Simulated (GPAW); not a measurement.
Input file:

```
from ase.dft.bandgap import bandgap
from ase.io import read, write
from ase.units import Bohr, GPa
from gpaw import GPAW, PW
from gpaw.elf import elf_from_dft_calculation

atoms = read('POSCAR')

calc = GPAW(mode=PW(800),
            xc='PBE',
            kpts={'size': (12, 12, 12), 'gamma': True},
            occupations={'name': 'methfessel-paxton', 'order': 0, 'width': 0.02},
            nbands=14,
            convergence={'density': 1e-05, 'energy': 1e-05},
            maxiter=150,
            txt='gpaw.txt')
atoms.calc = calc
energy = atoms.get_potential_energy()
forces = atoms.get_forces()
stress = atoms.get_stress()
calc.write('gs.gpw')
write('result.traj', atoms)
print(f'Energy: {energy:.6f} eV')
print('Forces (eV/A):')
print(forces.round(4))
print('Stress (GPa):', (stress / GPa).round(3))
print('Fermi level:', round(calc.get_fermi_level(), 4), 'eV')
print(f'Gap: {bandgap(calc)[0]:.4f} eV, direct: {bandgap(calc, direct=True)[0]:.4f} eV')

# fields on the real-space grid
write('density.cube', atoms, data=calc.get_pseudo_density() * Bohr**3)
write('potential.cube', atoms, data=calc.get_electrostatic_potential())
write('elf.cube', atoms, data=elf_from_dft_calculation(calc).data)
```

Run with:

```sh
OMP_NUM_THREADS=1 python run.py
```

Below, planes, directions and counts refer to the conventional cell (a = 3.00 Å, b = 3.78 Å, c = 7.80 Å, α = 90.00°, β = 90.00°, γ = 90.00°).

Space group Fmmm; a structure from a database of computed crystals, not necessarily the ambient phase; not relaxed (largest force 1.2 eV/Å); computed pressure about −2 GPa in this cell.

Level of theory: GPAW, Kohn-Sham DFT of a periodic cell, PBE, GPAW PAW data sets (gpaw-data 1.2.1).

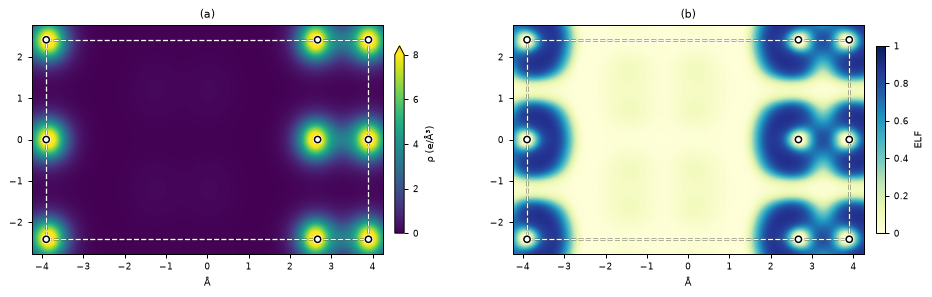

O. (a) valence pseudo-density; (b) ELF on the (110) plane of the conventional cell. Circles mark the nuclei in the plane (O).

Q: Describe what can be read from this map.

A:
- Atoms in the plane: O.
- O–O (1.23 Å): ρ at the midpoint is about 3.5 e/Å³; the ELF peaks at about 0.80 between the atoms (inside overlapping PAW spheres, so only a guide), as expected for localised, covalent bonding.
- Between the atoms the lowest density in this plane is 0.02 e/Å³.
